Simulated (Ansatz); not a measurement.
Geometry relaxation, with input and output: Hf$_{3}$N$_{2}$ (part 1 of 2)

- system: Hf$_{3}$N$_{2}$ (R-3m, 5 atoms in the cell)
- method: DFT PBEsol, scalar-relativistic, plane waves, PAW, no spin polarisation (Ansatz 0.2.0)

The structure derives from a Materials Project entry. Figures and captions count atoms from 1; the log counts them from 0 in places.

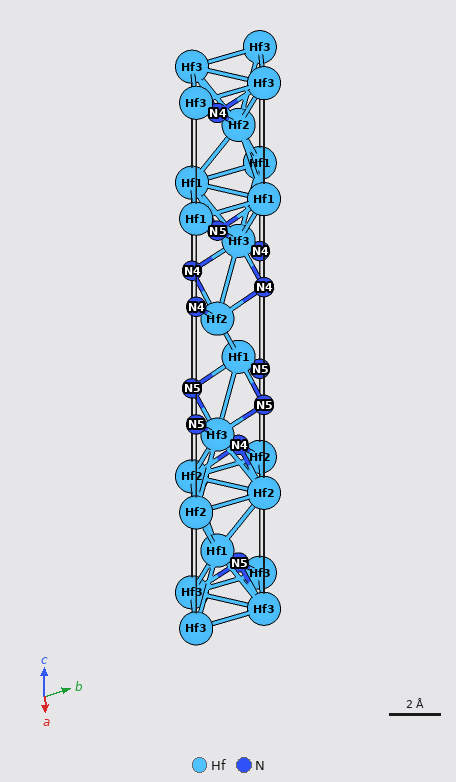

Figure 1. The starting structure (ball-and-stick view of the cell 3 times as large as that of the calculation, set on its symmetry axes, seen at an oblique angle; atoms are numbered from 1 in the order of the input). An atom can appear more than once, as a periodic image.

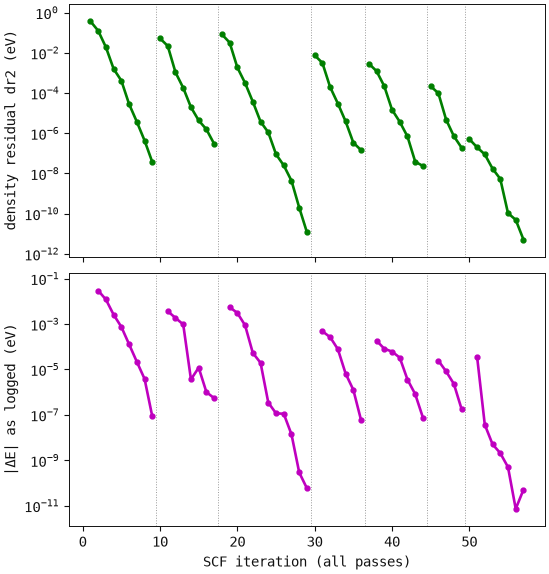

Figure 2. Convergence of the self-consistent field: density residual dr2 and size of the energy change against the SCF iteration. The dotted lines part the SCF passes of the relaxation: geometry steps, rejected trials and re-solves on a re-selected basis. The 7 passes take 5 to 12 iterations each, 57 in all.

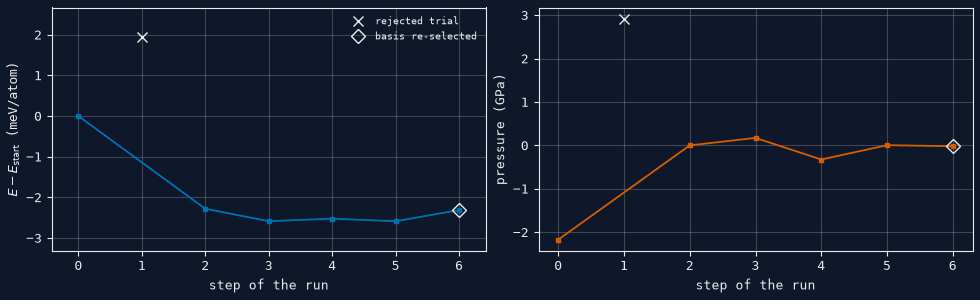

Figure 3. Progress of the relaxation, step by step (the first geometry is step 0 here and step 1 in the log).

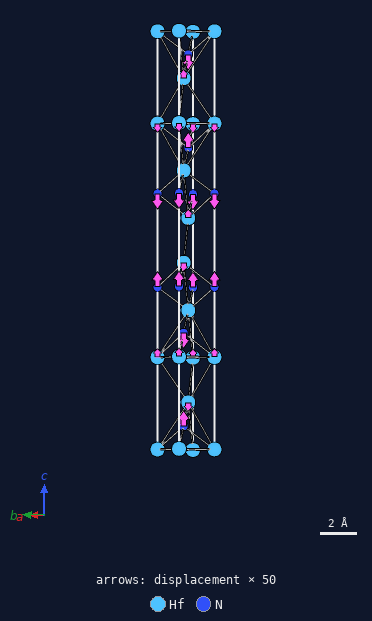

Figure 4. The starting structure with the displacements (without the part carried along by the change of the cell) as pink arrows, magnified 50 times (ball-and-stick view of the cell 3 times as large as that of the calculation, set on its symmetry axes, seen at an oblique angle). The largest moves relative to the cell, 0.018 Å, are those of N4 and N5. Largest moves by element: N 0.018 Å, Hf 0.010 Å. The drawn cell changes as follows: a = b 3.199 → 3.193 Å (−0.2 %), c 23.265 → 23.125 Å (−0.6 %); the volume changes by −0.9 %. Among the contacts that change: Hf1–N5 2.287 → 2.263 Å, Hf1–Hf3 3.208 → 3.185 Å, Hf1–Hf1 3.199 → 3.193 Å. The space group stays R-3m (No. 166). The energy falls by 2.6 meV per atom in 5 geometry steps. The largest force component goes from 0.23 to 0.00055 eV/Å. The pressure goes from −2.17 to −0.02 GPa. The line search rejected the trial step at point 1 (counted from 0) and went back. A last SCF at the same geometry on a re-selected plane-wave basis shifts the energy by +0.3 meV per atom. (Atoms are counted from 1 in the order of the input.)

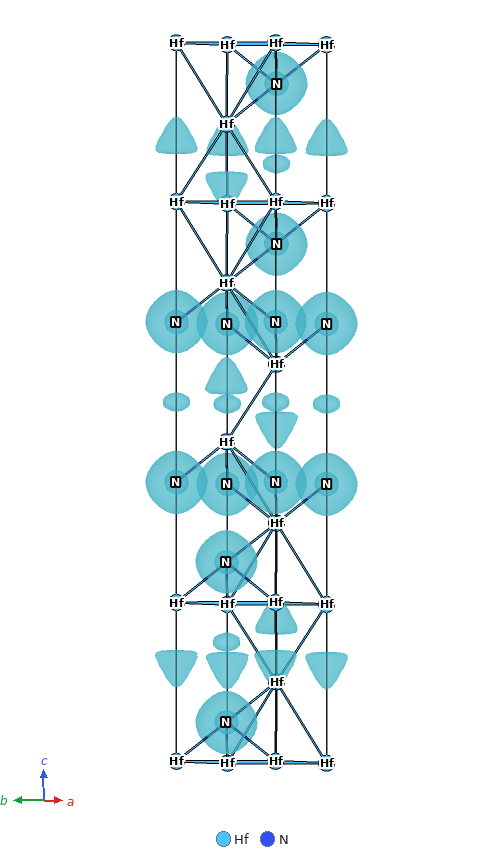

Figure 5. Isosurface of the electron localisation function at 0.6 (cyan), seen at an oblique angle. Only the valence region is drawn (cores and ρ < 0.01 e/Å³ removed). Sticks mark near contacts. The outline is the cell set on symmetry axes. Along the contacts the grid gives the following. Hf–N (2.25 Å): the ELF peaks at about 0.80 in the valence shell of N, 0.6 Å from its nucleus, and drops to about 0.15 between the two atoms (a polar contact without a shared pair, in a metal). Hf–Hf (3.12 Å): the ELF is about 0.30 at the midpoint; no shared electron pair. In a PAW calculation such maps are meaningful between the atoms, not at the nuclei.

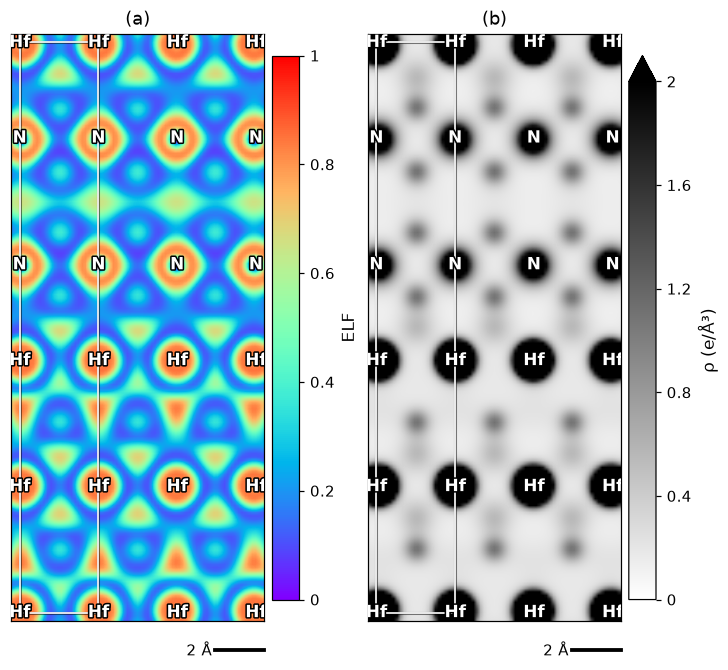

Figure 6. (a) ELF; (b) valence charge density (pseudo) on the (100) plane of the conventional cell. Atoms in the plane: Hf and N. Hf–Hf (3.19 Å): ρ at the midpoint is about 0.19 e/Å³; the ELF is about 0.20 at the midpoint; no localised pair between them. Away from the nuclei the density in this plane falls to 0.13 e/Å³ at its lowest.  The strong features right at Hf lie inside the PAW spheres (semicore, d or f shells) and say nothing about bonding.

The input that produced these results follows, with the program's output.

### Input
```yaml
crystal:
  lattice:
    - [1.5994260774, 0.9234290764, 7.7548432223]
    - [-1.5994260774, 0.9234290764, 7.7548432223]
    - [0.0, -1.8468581527, 7.7548432223]
  atoms:
    - { symbol: Hf, position: [0.77941866, 0.77941866, 0.77941866] }
    - { symbol: Hf, position: [0.22058134, 0.22058134, 0.22058134] }
    - { symbol: Hf, position: [0.0, 0.0, 0.0] }
    - { symbol: "N", position: [0.61191553, 0.61191553, 0.61191553] }
    - { symbol: "N", position: [0.38808447, 0.38808447, 0.38808447] }
basis:
  ecutwfc: 420
kpoints:
  mp_grid: { grid: [12, 12, 12] }
hamiltonian:
  xc: pbesol
scf:
  occupations: { method: gaussian, width: 0.1 }
output:
  forces: true
  stress: true
  eigenvalues: true
  write_density: true
  write_potential: true
  elf: true
  volumetric_format: npy
relax:
  adjacent_minimum: "off"
  f_tol: 0.005
  max_steps: 80
  cell: { stress_tol: 0.05 }
```

Command:
```bash
ansatz run input.yaml --threads 1 --pin off --max-ram 2560MiB --backend cpu --events-out ev --progress --plain --runs-dir out
```

### Log
```
basis.fft_grid_basis auto: the FFT boxes are laid along the combinations [[1, -1, 0], [0, 1, 0], [0, -1, 1]] of the cell's own vectors, 3.199, 7.972 and 3.199 Å long. The dense box has 24×54×24 points. Along the cell's own vectors, as sized, it would have 54×54×54, 5.06 times as many. Of the 12 symmetry operations that the crystal satisfies within crystal.symmetry.tolerance (time reversal apart; of a slab, those that keep its plane) the dense box along the cell's own vectors carries 12, and the one as laid loses 8 of those. basis.fft_grid_basis: typed keeps the cell's own vectors: state it where this run's energies or levels are differenced outside the engine with another run's, or held beside a run that keeps those vectors. Those combinations have planes normal to reciprocal vector 3, as the cell's own vectors have. Each planar average written beside output.write_density, output.write_potential has a row for each plane of the box: 24. The volumetric files lie along those combinations, not along the cell's own vectors: a cube or XSF file states them, and fields.json those of NumPy files.
Engine: ansatz 0.2.0, x86_64-unknown-linux-gnu
Pseudopotentials: kind: paw
Pseudopotential: Hf, paw, valence charge 26, recommended cutoff 420 eV (normal), Hf.paw.azcp
Pseudopotential: N, paw, valence charge 5, recommended cutoff 420 eV (normal), N.paw.azcp
Functional definition: PBEsol
  exchange = pbesol_x
  correlation = pbesol_c
Crystal: 5 atoms, lattice volume = 68.721 Å³
Basis set: ecut = 420 eV, 1351 PW (Γ), FFT grids on a1−a2, a2, −a2+a3, exchange–correlation on 48×108×48 points (8 copies of the dense FFT grid, shifted against one another)
Bands: 53, of which v1, the nominal top of the filled ones, is band 44 counted from 1 (43 counted from 0)
Symmetry: 12 space group operations
Space group: R-3m (ITA 166), of the structure as read, at distance tolerance 4.1e-5 Å
k-points: 189 of 1728
Non-local potential: Hf, projectors of the file, l = 0: 3, l = 1: 2, l = 2: 2, l = 3: 3
Non-local potential: N, projectors of the file, l = 0: 2, l = 1: 2, l = 2: 1
PAW form: soft (Blöchl's): semilocal exchange-correlation on the pseudo side does not see the compensation charge
PAW frozen core: Hf, regenerated for the run's functional, and the local potential with it (the file was generated under x = pbe(κ = 0.804, μ = 0.2195149727645171), c = pbe(β = 0.06672455060314922))
PAW frozen core: N, regenerated for the run's functional, and the local potential with it (the file was generated under x = pbe(κ = 0.804, μ = 0.2195149727645171), c = pbe(β = 0.06672455060314922))
PAW one-centre angular grid: Hf, 590 points (default); XC on 64 Gauss nodes
PAW one-centre angular grid: N, 110 points (default); XC on 64 Gauss nodes
Initial density: superposition of atomic densities (neutral atoms: chi_scale 0, normalization atom), corrected by the library's trained network
Initial wavefunctions: pseudopotential atomic-orbital guess
Functional: x = pbesol(κ = 0.804, μ = 0.12345679012345678), c = pbesol(β = 0.046)
SCF iter   1: F=—  HF=-47558.920862 eV  |F-HF|=—  |Δ(HF+E_count)|=         —  Δρ=1.08e-2  dr2=3.69e-1  ethr=1.77e-3  ⟨swp⟩=4.7  Hψ=29227  notcnv=0  defer=61
preconditioner: auto → Kerker (q_TF=auto, 2.843 Å⁻¹)  [metal: Δε(μ)=0.001 eV  Ē_g=17.833 eV  σ=0.100 eV  W_gap=0.01  n_scr=30 (ndim 8)  ℏωp=40.6 eV  f_vac=0.000  D(μ)=1.18/eV (n_scr^D=4)]
SCF iter   2: F=—  HF=-47558.891127 eV  |F-HF|=—  |Δ(HF+E_count)|=   2.97e-2  Δρ=4.96e-3  dr2=1.25e-1  ethr=4.19e-4  ⟨swp⟩=1.2  Hψ=11574  notcnv=0  defer=145
SCF iter   3: F=—  HF=-47558.879136 eV  |F-HF|=—  |Δ(HF+E_count)|=   1.20e-2  Δρ=1.92e-3  dr2=1.90e-2  ethr=1.42e-4  ⟨swp⟩=1.8  Hψ=9815  notcnv=0  defer=145
SCF iter   4: F=—  HF=-47558.876569 eV  |F-HF|=—  |Δ(HF+E_count)|=   2.57e-3  Δρ=1.08e-3  dr2=1.58e-3  ethr=2.15e-5  ⟨swp⟩=2.0  Hψ=14837  notcnv=0  defer=145
SCF iter   5: F=—  HF=-47558.875824 eV  |F-HF|=—  |Δ(HF+E_count)|=   7.45e-4  Δρ=6.23e-4  dr2=4.09e-4  ethr=1.79e-6  ⟨swp⟩=2.0  Hψ=15089  notcnv=0  defer=145
SCF iter   6: F=—  HF=-47558.875696 eV  |F-HF|=—  |Δ(HF+E_count)|=   1.28e-4  Δρ=1.74e-4  dr2=2.81e-5  ethr=4.64e-7  ⟨swp⟩=2.0  Hψ=16995  notcnv=0  defer=145
SCF iter   7: F=—  HF=-47558.875718 eV  |F-HF|=—  |Δ(HF+E_count)|=   2.18e-5  Δρ=5.47e-5  dr2=3.71e-6  ethr=3.19e-8  ⟨swp⟩=2.5  Hψ=18799  notcnv=0  defer=652
SCF iter   8: F=—  HF=-47558.875714 eV  |F-HF|=—  |Δ(HF+E_count)|=   3.84e-6  Δρ=2.17e-5  dr2=4.33e-7  ethr=4.22e-9  ⟨swp⟩=2.2  Hψ=17799  notcnv=0  defer=658
SCF iter   9: F=-47558.875714 eV  HF=-47558.875714 eV  |F-HF|=6.17e-8  |Δ(HF+E_count)|=   8.50e-8  Δρ=7.21e-6  dr2=3.68e-8  ethr=1.14e-10  ⟨swp⟩=14.9  Hψ=82837  notcnv=0
SCF 1 converged in 9 iterations: F = -47558.875714 eV  dr2 = 3.68e-8
  greatest PAW one-centre occupation: 0.998 electrons in one spin orbital (limit 2), on the Hf atom at site 1 (counted from 0), in its partial waves of l = 3
relax step   1: F+E_penalty+E_count = -47558.87571366 eV  Δ(F+E_penalty+E_count) = +0.000e0 eV  max|allowed force component| = 2.335e-1 eV/Å  Δτ_max = 0.0000 Å  P = -2.171 GPa  Ω = 68.721 Å³  (9 SCF iters, dr2 threshold 1.00e-7 eV, accepted)
Crystal: 5 atoms, lattice volume = 67.073 Å³
Basis set: ecut = 420 eV, 1321 PW (Γ), FFT grids on a1−a2, a2, −a2+a3, exchange–correlation on 48×108×48 points (8 copies of the dense FFT grid, shifted against one another)
Initial density: handed on by an earlier stage of this run
Initial wavefunctions: those handed on with the density
iter 1 solved again at ethr=5.86e-5 eV; its pass at ethr=3.10e-3 eV (dr2=5.16e-2 eV) is discarded
SCF iter   1: F=—  HF=-47558.872494 eV  |F-HF|=—  |Δ(HF+E_count)|=         —  Δρ=3.96e-3  dr2=5.20e-2  ethr=5.86e-5  ⟨swp⟩=1.5  Hψ=44542  notcnv=0
preconditioner: auto → Kerker (q_TF=auto, 2.855 Å⁻¹)  [metal: Δε(μ)=0.007 eV  Ē_g=17.880 eV  σ=0.100 eV  W_gap=0.04  n_scr=30 (ndim 8)  ℏωp=41.1 eV  f_vac=0.000  D(μ)=1.32/eV (n_scr^D=4)]
SCF iter   2: F=—  HF=-47558.868819 eV  |F-HF|=—  |Δ(HF+E_count)|=   3.67e-3  Δρ=2.33e-3  dr2=2.18e-2  ethr=5.86e-5  ⟨swp⟩=1.0  Hψ=10017  notcnv=0
SCF iter   3: F=—  HF=-47558.866964 eV  |F-HF|=—  |Δ(HF+E_count)|=   1.85e-3  Δρ=7.36e-4  dr2=1.06e-3  ethr=2.48e-5  ⟨swp⟩=2.0  Hψ=15682  notcnv=0
SCF iter   4: F=—  HF=-47558.866005 eV  |F-HF|=—  |Δ(HF+E_count)|=   9.60e-4  Δρ=4.33e-4  dr2=1.80e-4  ethr=1.20e-6  ⟨swp⟩=2.1  Hψ=18064  notcnv=0
SCF iter   5: F=—  HF=-47558.866001 eV  |F-HF|=—  |Δ(HF+E_count)|=   3.64e-6  Δρ=1.70e-4  dr2=1.96e-5  ethr=2.04e-7  ⟨swp⟩=2.0  Hψ=18332  notcnv=0
SCF iter   6: F=—  HF=-47558.865989 eV  |F-HF|=—  |Δ(HF+E_count)|=   1.20e-5  Δρ=6.68e-5  dr2=4.33e-6  ethr=2.23e-8  ⟨swp⟩=2.0  Hψ=18312  notcnv=0
SCF iter   7: F=—  HF=-47558.865988 eV  |F-HF|=—  |Δ(HF+E_count)|=   1.00e-6  Δρ=3.61e-5  dr2=1.55e-6  ethr=4.92e-9  ⟨swp⟩=2.0  Hψ=18334  notcnv=0
SCF iter   8: F=-47558.865987 eV  HF=-47558.865987 eV  |F-HF|=3.85e-7  |Δ(HF+E_count)|=   5.46e-7  Δρ=1.99e-5  dr2=2.95e-7  ethr=5.68e-10  ⟨swp⟩=8.3  Hψ=76731  notcnv=0
SCF 2 converged in 8 iterations: F = -47558.865987 eV  dr2 = 2.95e-7
  greatest PAW one-centre occupation: 0.998 electrons in one spin orbital (limit 2), on the Hf atom at site 1 (counted from 0), in its partial waves of l = 0
relax step   2: F+E_penalty+E_count = -47558.86598698 eV  Δ(F+E_penalty+E_count) = +9.727e-3 eV  max|allowed force component| = 4.815e-1 eV/Å  Δτ_max = 0.0243 Å  P = +2.923 GPa  Ω = 67.073 Å³  energy of the carried Pulay correction = +3.661e-3 eV  (8 SCF iters, dr2 threshold 5.00e-7 eV, rejected (line search))
Crystal: 5 atoms, lattice volume = 68.055 Å³
iter 1 solved again at ethr=9.33e-5 eV; its pass at ethr=3.10e-3 eV (dr2=8.21e-2 eV) is discarded
SCF iter   1: F=—  HF=-47558.896614 eV  |F-HF|=—  |Δ(HF+E_count)|=         —  Δρ=4.33e-3  dr2=8.21e-2  ethr=9.33e-5  ⟨swp⟩=1.6  Hψ=43597  notcnv=0
preconditioner: auto → Kerker (q_TF=auto, 2.848 Å⁻¹)  [metal: Δε(μ)=0.013 eV  Ē_g=17.884 eV  σ=0.100 eV  W_gap=0.07  n_scr=30 (ndim 8)  ℏωp=40.8 eV  f_vac=0.000  D(μ)=1.55/eV (n_scr^D=4)]
SCF iter   2: F=—  HF=-47558.891094 eV  |F-HF|=—  |Δ(HF+E_count)|=   5.52e-3  Δρ=2.48e-3  dr2=3.23e-2  ethr=9.33e-5  ⟨swp⟩=1.0  Hψ=10017  notcnv=0
SCF iter   3: F=—  HF=-47558.888022 eV  |F-HF|=—  |Δ(HF+E_count)|=   3.07e-3  Δρ=7.52e-4  dr2=1.86e-3  ethr=3.68e-5  ⟨swp⟩=2.0  Hψ=15678  notcnv=0
SCF iter   4: F=—  HF=-47558.887146 eV  |F-HF|=—  |Δ(HF+E_count)|=   8.76e-4  Δρ=4.82e-4  dr2=3.13e-4  ethr=2.12e-6  ⟨swp⟩=2.0  Hψ=17422  notcnv=0
SCF iter   5: F=—  HF=-47558.887093 eV  |F-HF|=—  |Δ(HF+E_count)|=   5.33e-5  Δρ=2.31e-4  dr2=3.70e-5  ethr=3.56e-7  ⟨swp⟩=2.0  Hψ=18333  notcnv=0
SCF iter   6: F=—  HF=-47558.887112 eV  |F-HF|=—  |Δ(HF+E_count)|=   1.96e-5  Δρ=6.47e-5  dr2=3.76e-6  ethr=4.20e-8  ⟨swp⟩=2.0  Hψ=16063  notcnv=0
SCF iter   7: F=—  HF=-47558.887112 eV  |F-HF|=—  |Δ(HF+E_count)|=   3.47e-7  Δρ=3.18e-5  dr2=1.10e-6  ethr=4.27e-9  ⟨swp⟩=2.0  Hψ=18338  notcnv=0
SCF iter   8: F=—  HF=-47558.887112 eV  |F-HF|=—  |Δ(HF+E_count)|=   1.17e-7  Δρ=1.04e-5  dr2=9.02e-8  ethr=1.25e-9  ⟨swp⟩=2.1  Hψ=15148  notcnv=0
SCF iter   9: F=—  HF=-47558.887112 eV  |F-HF|=—  |Δ(HF+E_count)|=   1.12e-7  Δρ=6.52e-6  dr2=2.51e-8  ethr=1.02e-10  ⟨swp⟩=3.0  Hψ=19513  notcnv=0
SCF iter  10: F=—  HF=-47558.887112 eV  |F-HF|=—  |Δ(HF+E_count)|=   1.39e-8  Δρ=2.66e-6  dr2=4.34e-9  ethr=2.86e-11  ⟨swp⟩=2.1  Hψ=18150  notcnv=0
SCF iter  11: F=—  HF=-47558.887112 eV  |F-HF|=—  |Δ(HF+E_count)|=  2.91e-10  Δρ=5.78e-7  dr2=2.00e-10  ethr=4.93e-12  ⟨swp⟩=2.0  Hψ=18333  notcnv=0
SCF iter  12: F=-47558.887112 eV  HF=-47558.887112 eV  |F-HF|=1.46e-11  |Δ(HF+E_count)|=  5.82e-11  Δρ=1.37e-7  dr2=1.18e-11  ethr=1.00e-12  ⟨swp⟩=7.0  Hψ=54368  notcnv=0
the search or the solves at the SCF's close seem to have found levels that the self-consistency loop had missed (the run counts 3). By its estimate they hold under 1e-12 electrons; where the run keeps them, the occupations were computed again with them
SCF 3 converged in 12 iterations: F = -47558.887112 eV  dr2 = 1.18e-11
relax step   3: F+E_penalty+E_count = -47558.88711179 eV  Δ(F+E_penalty+E_count) = -1.140e-2 eV  max|allowed force component| = 1.207e-1 eV/Å  Δτ_max = 0.0108 Å  P = +0.001 GPa  Ω = 68.055 Å³  energy of the carried Pulay correction = +1.469e-3 eV  (12 SCF iters, accepted)
Crystal: 5 atoms, lattice volume = 68.014 Å³
iter 1 solved again at ethr=8.63e-6 eV; its pass at ethr=3.10e-3 eV (dr2=7.59e-3 eV) is discarded
```
